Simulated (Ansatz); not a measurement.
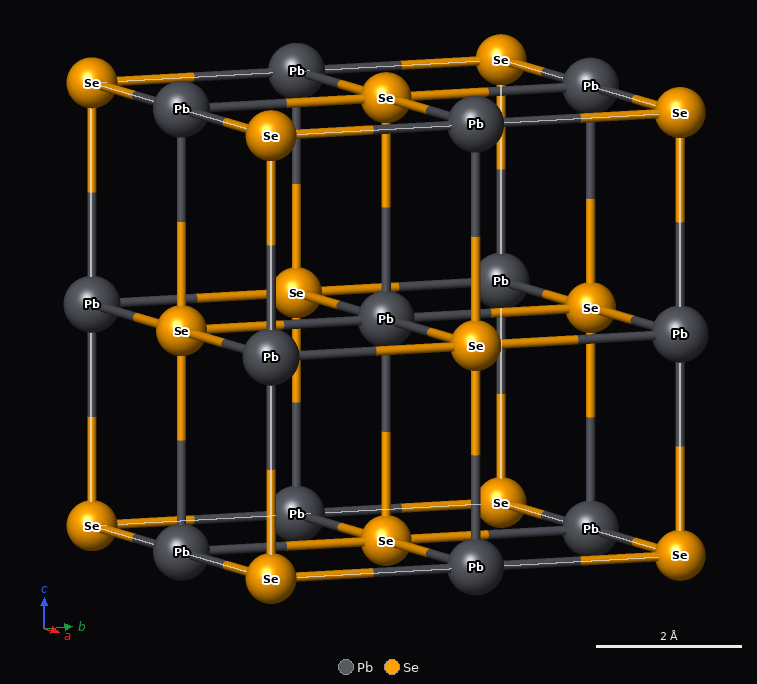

Ball-and-stick model, viewed slightly off an axis. The box is the conventional unit cell; atoms on or close to its faces, edges and corners are drawn wherever they repeat.

Edges and angles: a = 6.17 Å, b = 6.17 Å, c = 6.17 Å, α = 90.00°, β = 90.00°, γ = 90.00°.

The bonds drawn are Pb–Se up to 3.46 Å (cut-off distances).

Q: Read off the composition.

A: PbSe. The cell holds 4 Pb, 4 Se, counting shared atoms by their share.

Q: Identify the structure type.

A: Rock salt (NaCl type).

Q: Describe the environment of the Pb atoms.

A: Each Pb has six Se in an octahedral arrangement at about 3.1 Å.

Q: What extended units do the bonds make?

A: The bonds build a three-dimensional framework.

Its origin is a structure type known for this compound. Earlier steps of the study, as a rule a relaxation of our own, may have changed the cell and positions, so they can lie some per cent off the listed ones. Ansatz was used for an electronic-structure calculation on it.
